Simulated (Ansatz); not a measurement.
Crystal: ZrO2, the geometry relaxed (final pressure about 30 GPa) with DFT PBEsol, scalar-relativistic, plane waves, PAW (Ansatz).

```cif
data_structure
_symmetry_space_group_name_H-M 'P 1'
_symmetry_Int_Tables_number 1
_cell_length_a 4.9042
_cell_length_b 4.9042
_cell_length_c 4.9042
_cell_angle_alpha 90.000
_cell_angle_beta 90.000
_cell_angle_gamma 90.000
_cell_volume 117.95
loop_
_atom_site_label
_atom_site_type_symbol
_atom_site_fract_x
_atom_site_fract_y
_atom_site_fract_z
_atom_site_occupancy
Zr1 Zr 0.00000 0.00000 0.00000 1
O1 O 0.25000 0.75000 0.75000 1
O2 O 0.25000 0.25000 0.75000 1
Zr2 Zr 0.00000 0.50000 0.50000 1
O3 O 0.25000 0.25000 0.25000 1
O4 O 0.25000 0.75000 0.25000 1
Zr3 Zr 0.50000 0.00000 0.50000 1
O5 O 0.75000 0.75000 0.25000 1
O6 O 0.75000 0.25000 0.25000 1
Zr4 Zr 0.50000 0.50000 0.00000 1
O7 O 0.75000 0.25000 0.75000 1
O8 O 0.75000 0.75000 0.75000 1
```

Q: What does its first Brillouin zone look like, and which path through it is standard?

A: It has a face-centred cubic lattice (cF; extended symbol cF2). The zone is a truncated octahedron in its combinatorial type: 14 faces (6 with 4 edges, 8 with 6 edges), 36 edges, 24 vertices. Path: Γ–X–U | K–Γ–L–W–X.

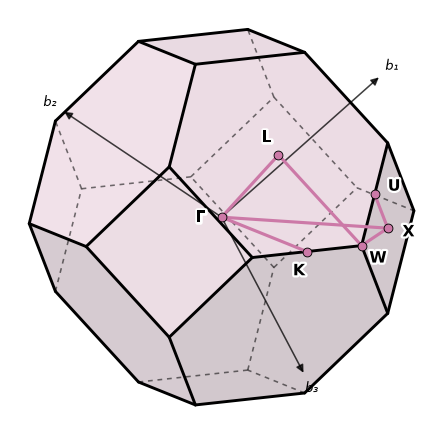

Labels and path follow the convention of Hinuma et al. (2017), as computed by seekpath; the arrows show the directions of the reciprocal primitive vectors b₁, b₂, b₃, in which coordinates are given; lengths include the factor 2π.

```
point   k₁   k₂   k₃  length of k (1/Å)
    Γ    0    0    0              0.000
    X  1/2    0  1/2              1.281
    L  1/2  1/2  1/2              1.110
    W  1/2  1/4  3/4              1.432
    K  3/8  3/8  3/4              1.359
    U  5/8  1/4  5/8              1.359
```
